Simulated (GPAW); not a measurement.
**ZnS (P6_3mc): refractive index against wavelength**

The refractive index of ZnS (P6_3mc) along x below the direct gap (2.24 eV on the mesh) is read from one computed spectrum, n = √(Re ε). x, y and z are the Cartesian axes of the input cell.

It takes space group P6_3mc (No. 186, hexagonal). Conventional cell: a = 3.811 Å, b = 3.811 Å, c = 6.234 Å, α = 90.00°, β = 90.00°, γ = 120.00°. Zn on site b has 4 S at 2.31 to 2.40 Å as nearest neighbours. S on site b has 4 Zn at 2.31 to 2.40 Å as nearest neighbours.

Method: GPAW 26.7.0, PBE, RPA, k-mesh 12×12×6, local fields up to 60 eV, Lorentzian half width 0.2 eV.

Launch of the response step: `OMP_NUM_THREADS=1 python df.py`. The run took 11.5 min, its band step included, on 1 thread of Arm Neoverse V1, on a shared host.

```
wavelength (nm)  photon energy E (eV)       n
           3000                 0.413  2.3504
           2000                 0.620  2.3571
           1550                 0.800  2.3654
           1310                 0.946  2.3739
           1064                 1.165  2.3899
            850                 1.459       ?
```

In the single-oscillator model n² − 1 = E₀E_d/(E₀² − E²), so 1/(n² − 1) = E₀/E_d − E²/(E₀E_d) is linear in E².

Working, on the rows shown:

| x = E² (eV²) | y = 1/(n² − 1) |
| --- | --- |
| 0.170801 | 0.221025 |
| 0.384302 | 0.219495 |
| 0.639837 | 0.217622 |
| 0.895757 | 0.215731 |
| 1.35784 | 0.212241 |

Means: x̄ = 0.68971, ȳ = 0.21722. Σ(x − x̄)(y − ȳ) = -0.006322, Σ(x − x̄)² = 0.8539. Slope = -0.006322 / 0.8539 = -0.007404; intercept = ȳ − slope · x̄ = 0.22233. Turned back into n, the line misses the rows shown by at most 0.00017.

**Question.** Fill in the last column of the withheld row.

**Answer.** At x = 2.1276 the line gives y = 0.20658, that is 2.4168. The run gave 2.4187, so the extrapolation is off by 0.0019, 3 % of the range in the table.

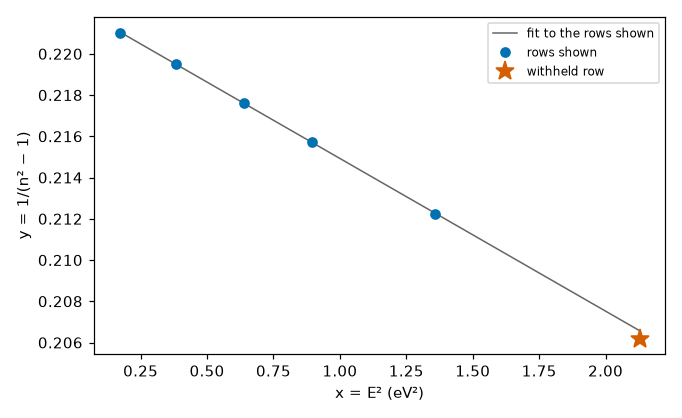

Refitted with all rows, the slope is -0.007588 and the intercept 0.22243. These give E₀ = √(intercept/−slope) = 5.41 eV and E_d = E₀/intercept = 24.3 eV; E₀ is 2.4 times the direct gap. The electronic limit at long wavelengths, without lattice vibrations, is n = √(1 + 1/intercept) = 2.344. The cell comes from an older database entry, whose edges can be off by a per cent or so. Excitons are left out; PBE gaps are as a rule too small. The values come from a sum over the points of one k-mesh and carry its error, which grows as the direct gap shrinks.

[Logs are printed without paths, hosts, clocks, repeated set-up lines and the standing remarks that a program may print on its own settings, such as how far it seeks lower states.]
